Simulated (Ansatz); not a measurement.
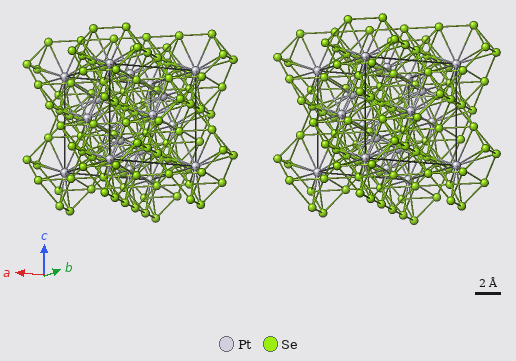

Two geometries of a crystal of PtSe2 (built on the cubic Laves (C15)_227 type) (coarse preliminary run), drawn at one scale. One is the start of a relaxation, the other its converged end. Style: ball-and-stick. Shown: the conventional cell (4 times the calculation's cell), from a free direction. Lengths and directions refer to the drawn axes.

Computed with Ansatz, DFT PBE, scalar-relativistic, plane waves, PAW. Settings: plane-wave cutoff 420 eV; k-point mesh 4 × 4 × 4; occupations gaussian; smearing width 0.1 eV; no spin polarisation; cell and atoms relaxed; force threshold 0.04 eV/Å; at most 70 steps.

Question: Which geometry has the lower energy?

Answer: The left one is the relaxed one. Case: cubic Laves (C15) type (Fd-3m, No. 227). No atom moves by more than 0.005 Å relative to the cell. Cell: a = b = c 8.243 → 7.775 Å (−5.7 %). Volume −16.1 %. Near-neighbour distances that change, for instance: Pt–Se 3.418 → 3.223 Å, Se–Se 2.915 → 2.749 Å. The space group stays Fd-3m (No. 227). The energy falls by 0.776 eV per cell of the calculation in 3 accepted moves (4 points after the start). All forces vanish by symmetry, so only the cell relaxes. The pressure goes from −9.28 to −0.04 GPa. At 1 point the geometry stayed and the basis and grid were re-selected for the new cell (energy shift of 3.8 meV per cell of the calculation at most each time).
